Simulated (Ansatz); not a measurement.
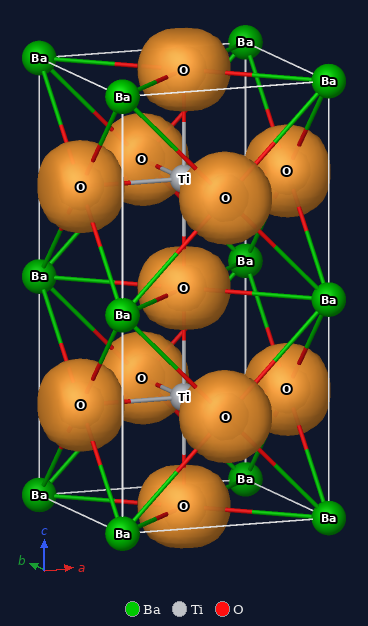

Figure 1: BaTiO3. Isosurface of the electron localisation function at 0.75 (orange), seen slightly off an axis. Core shells are left out. Sticks mark near contacts.

Space group Pm-3m; computed pressure about −3 GPa in this cell; the program warned that no starting moments were given; spin-polarised, but the moments vanished.

Method: DFT, PAW plane waves, r2SCAN in Ansatz.

In a PAW calculation such maps are meaningful between the atoms, not at the nuclei.

```cif
data_structure
_symmetry_space_group_name_H-M 'P 1'
_symmetry_Int_Tables_number 1
_cell_length_a 4.0148
_cell_length_b 4.0148
_cell_length_c 8.0295
_cell_angle_alpha 90.000
_cell_angle_beta 90.000
_cell_angle_gamma 90.000
_cell_volume 129.42
loop_
_atom_site_label
_atom_site_type_symbol
_atom_site_fract_x
_atom_site_fract_y
_atom_site_fract_z
_atom_site_occupancy
Ba1 Ba 0.00000 0.00000 0.00000 1
Ba2 Ba 0.00000 0.00000 0.50000 1
Ti1 Ti 0.50000 0.50000 0.25000 1
Ti2 Ti 0.50000 0.50000 0.75000 1
O1 O 0.50000 0.50000 0.00000 1
O2 O 0.50000 0.50000 0.50000 1
O3 O 0.00000 0.50000 0.25000 1
O4 O 0.00000 0.50000 0.75000 1
O5 O 0.50000 0.00000 0.25000 1
O6 O 0.50000 0.00000 0.75000 1
```

### Where are the electrons localised?

The ELF exceeds this value in six regions wrapped around O (the valence shell of each), counted in one cell of 10 atoms. Any copies at cell faces, edges or corners count once.

Values along the shortest contacts:
Ti–O (2.01 Å): the ELF peaks at about 0.80 in the valence shell of O, 0.6 Å from its nucleus, and is about 0.20 at the midpoint; no shared electron pair shows on this line. Ba–O (2.84 Å): the ELF is about 0.10 at the midpoint (a largely ionic contact).
